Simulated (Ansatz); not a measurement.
System: TiSi2 (slab).

```xyz
12
Lattice="3.5284 0.0000 0.0000 0.0000 3.5646 0.0000 0.0000 0.0000 26.5297" Properties=species:S:1:pos:R:3 pbc="T T T"
Si    0.0000    0.8911    7.4999
Si    1.7642    2.6734    7.5050
Ti    1.7642    0.8911    9.4862
Si    0.0000    2.6734   10.0924
Si    0.0000    0.8911   11.6680
Ti    1.7642    2.6734   12.2742
Si    1.7642    0.8911   14.2554
Si    0.0000    2.6734   14.2605
Ti    0.0000    0.8911   16.2417
Si    1.7642    2.6734   16.8479
Si    1.7642    0.8911   18.4235
Ti    0.0000    2.6734   19.0297
```

Not relaxed (largest force 1.4 eV/Å); computed without spin polarisation.

Theory: DFT r2SCAN, scalar-relativistic, plane waves, PAW (Ansatz 0.2.0).

Question: Predict the valence pseudo-density and electron localisation function between the atoms.

Answer: Ti–Si (2.58 Å): the density is about 0.31 e/Å³ at the midpoint; the ELF peaks at about 0.75 in the valence shell of Si, 0.9 Å from its nucleus, and is about 0.40 at the midpoint.
Si–Si (2.51 Å): ρ at the midpoint is about 0.41 e/Å³; the ELF peaks at about 0.80 between the atoms.

Question: Does the calculation give a band gap?

Answer: It is gapless in this calculation (a metal or semimetal).

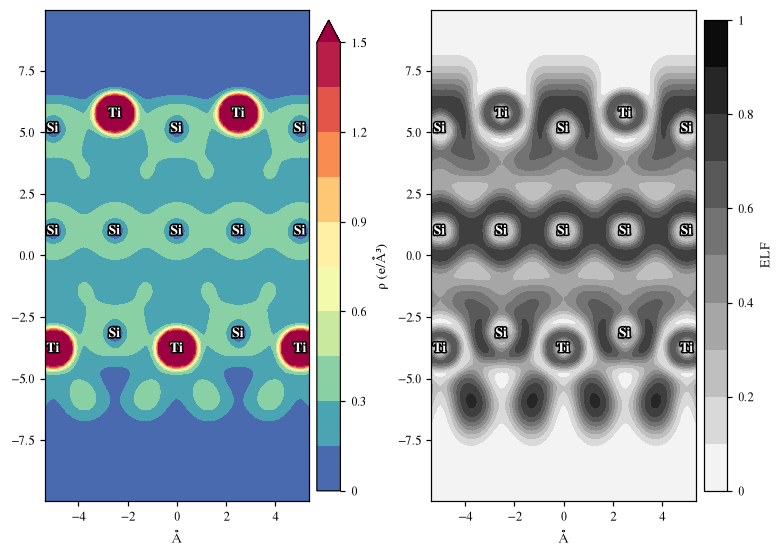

Computed valence pseudo-density and electron localisation function on the (110) plane of the calculation cell, a cut from vacuum to vacuum, in this order. 

In a PAW calculation such maps are meaningful between the atoms, not at the nuclei.
